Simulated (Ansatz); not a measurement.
System: Ta.

The calculation's input:

```
crystal:
  lattice:
    - [-1.6522866625, 1.6522866625, -1.6522866625]
    - [-1.6522866625, -1.6522866625, 1.6522866625]
    - [-0.1652286662, 6.7743753161, 6.4439179836]
  atoms:
    - { symbol: Ta, position: [-0.0875, 0.0, 0.875] }
    - { symbol: Ta, position: [0.4875, 0.5, 0.125] }
    - { symbol: Ta, position: [-0.0375, 0.0, 0.375] }
    - { symbol: Ta, position: [0.4375, 0.5, 0.625] }
basis:
  ecutwfc: 500
kpoints:
  mp_grid: { grid: [22, 22, 7] }
hamiltonian:
  xc: r2scan
scf:
  occupations: { method: gaussian, width: 0.15 }
output:
  forces: true
  stress: true
  eigenvalues: true
  write_density: true
  write_potential: true
  elf: true
  volumetric_format: npy
```

Command:

```sh
ansatz run input.yaml --threads 2 --pin off --max-ram 5120MiB --backend cpu --events-out ev --progress --plain --runs-dir out
```

Below, planes, directions and counts refer to the conventional cell (a = 2.86 Å, b = 2.86 Å, c = 9.35 Å, α = 89.42°, β = 88.25°, γ = 70.53°).

Space group P-1; not relaxed (largest force 0.5 eV/Å).

Computed with DFT r2SCAN, scalar-relativistic, plane waves, PAW in Ansatz.

What will maps of the valence pseudo-density and electron localisation function show?

Answer. Ta–Ta (2.78 Å): the density is about 0.34 e/Å³ at the midpoint; the ELF is about 0.30 at the midpoint (no shared electron pair shows on this line).
Ta–Ta (2.86 Å): ρ at the midpoint is about 0.3 e/Å³; the ELF is about 0.30 at the midpoint; no localised pair shows between them.
Ta–Ta (2.97 Å): the density is about 0.26 e/Å³ at the midpoint; the ELF is about 0.30 at the midpoint: no localised pair shows between them.

Does the calculation give a band gap?

Answer. It is gapless in this calculation (a metal or semimetal).

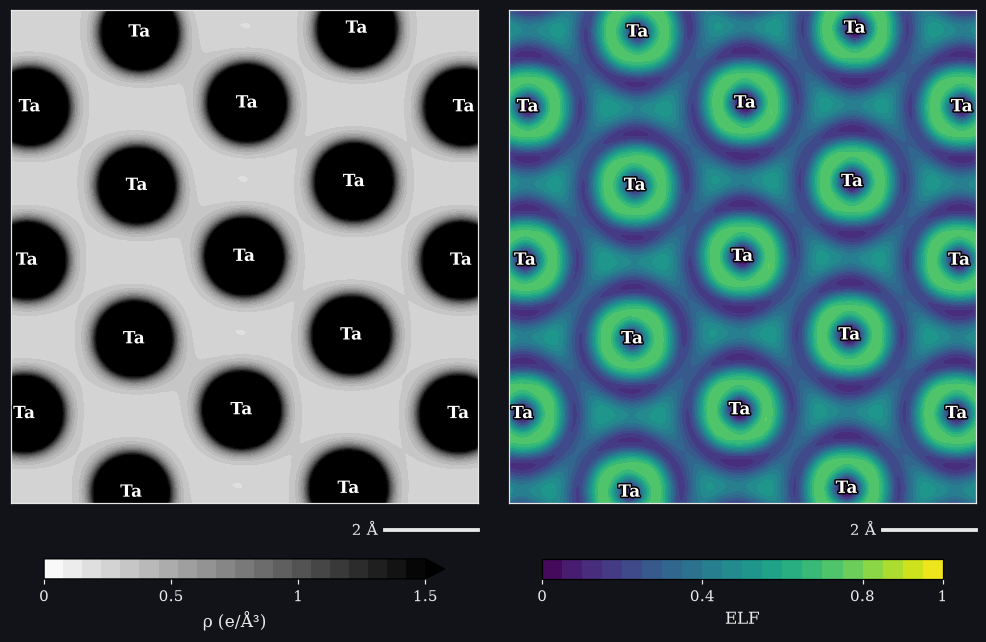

Computed valence pseudo-density and electron localisation function on the (110) plane of the conventional cell, in this order. 

The density is the valence pseudo-density of a PAW calculation; it isn't the true density close to the nuclei.
